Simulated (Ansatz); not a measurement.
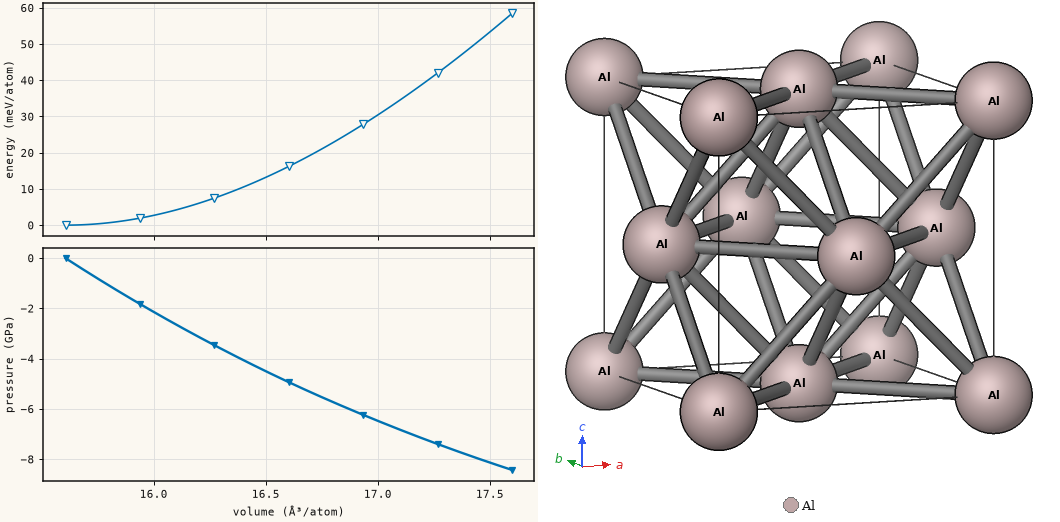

The picture above shows the energy and pressure against volume for Al, space group Fm-3m (No. 225). The conventional cell is drawn beside the plot.

Cell as given: a = 2.864 Å, b = 2.864 Å, c = 2.864 Å, α = 60.00°, β = 60.00°, γ = 60.00°; 1 atom.

Calculation (Ansatz 0.2.0): plane-wave DFT, no spin polarisation; energies at scaled volumes of the given cell, shape and fractions fixed, counted from the fit's minimum, third-order Birch-Murnaghan fit. Level: RPBE with D4.

k mesh 11×11×11; occupations Fermi–Dirac; smearing width 0.05 eV; potentials Ansatz PAW; wave cutoff 420 eV; density cutoff 1680 eV.

**Give the fitted equation-of-state parameters.**

A third-order Birch–Murnaghan fit gives V0 = 15.61 Å³/atom, B0 = 91.4 GPa and B′ = 4.4.

**Read off the course of the pressure.**

It falls from −0.01 GPa at volume 15.61 Å³/atom to −8.43 GPa at 17.60 Å³/atom.

Note: the fit and the printed pressures don't fully agree, or the minimum lies near the end of the range; the functional was run on potentials made for another functional.
